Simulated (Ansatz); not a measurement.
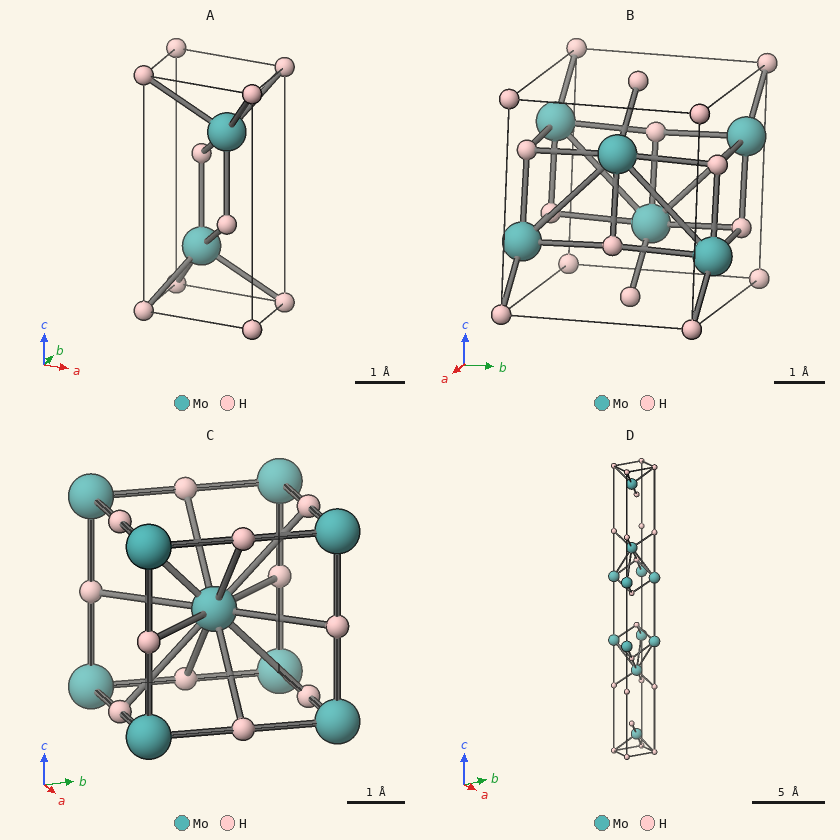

Four structures of Mo₂H₃, each relaxed to rest (conventional cells in solid outline, small ones repeated, each panel with its own scale). Method: Ansatz 0.2.0, DFT PBE, scalar-relativistic, plane waves, PAW, without spin polarisation.

Question: Name the structure in each panel.

Answer: A: 5 atoms a cell on a primitive hexagonal lattice, P-3m1; B: 10 atoms a cell on a base-centred monoclinic lattice, C2/m; C: 5 atoms a cell on a primitive cubic lattice, Pm-3m; D: 15 atoms a cell on a rhombohedral (trigonal R) lattice, R-3m.

Question: Rank them by energy, lowest first.

Answer: A, then D (+124 meV/atom), B (+212 meV/atom) and C (+511 meV/atom), energies at zero smearing.

Question: Collect the results in a table.

Answer:
| panel | structure | E − E(lowest) (meV/atom) | volume (Å³/atom) | gap (eV) |
| --- | --- | --- | --- | --- |
| A | P-3m1 | 0 | 7.8 | metal |
| D | R-3m | 124 | 9.8 | metal |
| B | C2/m | 212 | 7.8 | metal |
| C | Pm-3m | 511 | 8.3 | metal |

Some of these may be structure types tried for this composition rather than known phases, and the most stable form need not be among them. Gaps are taken on the k-mesh or band path of each run.
